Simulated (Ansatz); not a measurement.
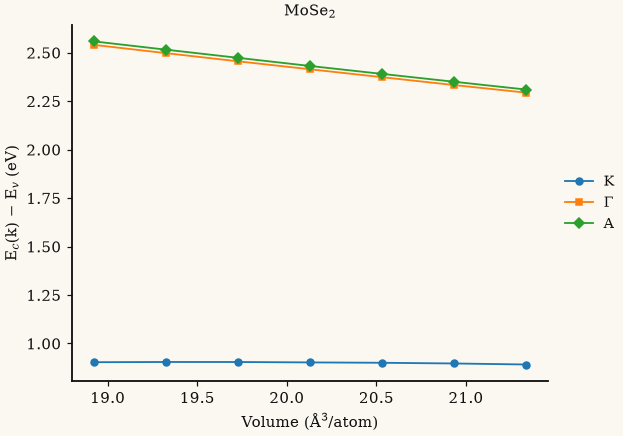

Lowest conduction level at each named k point, counted from the valence-band top at Γ.

System: MoSe$_{2}$, space group P6_3/mmc, 6 atoms in the cell. The cell is scaled at fixed shape and fractional positions. At 20.13 Å³/atom, a = 3.288 Å, c = 12.900 Å (hexagonal axes). Computed with Ansatz 0.2.0: RPBE with D4 dispersion, Ansatz PAW, no spin polarisation, no spin-orbit coupling, 9×9×2 k mesh, 420 eV cutoff, Fermi-Dirac smearing of 0.05 eV.

> How does each level move from 18.92 Å³/atom to 21.34 Å³/atom?

K stays within 0.01 eV, Γ falls by 0.25 eV and A falls by 0.25 eV.

> Which of these conduction levels is lowest, and does that change?

The lowest is the one at K, over the whole range, so among these points the gap stays indirect.

> What are the deformation potentials dE/d ln V?

Straight lines against ln V have slopes of −0.1 eV at K, −2.1 eV at Γ and −2.1 eV at A.

The values:
| volume | K (eV) | Γ (eV) | A (eV) |
| --- | --- | --- | --- |
| 18.92 Å³/atom | 0.90 | 2.54 | 2.56 |
| 19.32 Å³/atom | 0.90 | 2.50 | 2.52 |
| 19.73 Å³/atom | 0.90 | 2.46 | 2.47 |
| 20.13 Å³/atom | 0.90 | 2.41 | 2.43 |
| 20.53 Å³/atom | 0.90 | 2.37 | 2.39 |
| 20.93 Å³/atom | 0.90 | 2.33 | 2.35 |
| 21.34 Å³/atom | 0.89 | 2.29 | 2.31 |

The cell's inner coordinates are idealised or old. Spin-orbit coupling is left out, which matters for Mo and Se. The PAW data sets were made with another functional. LDA, GGA and most meta-GGA functionals understate gaps. A mesh with an odd division misses points of the zone boundary, where a smaller gap can lie.
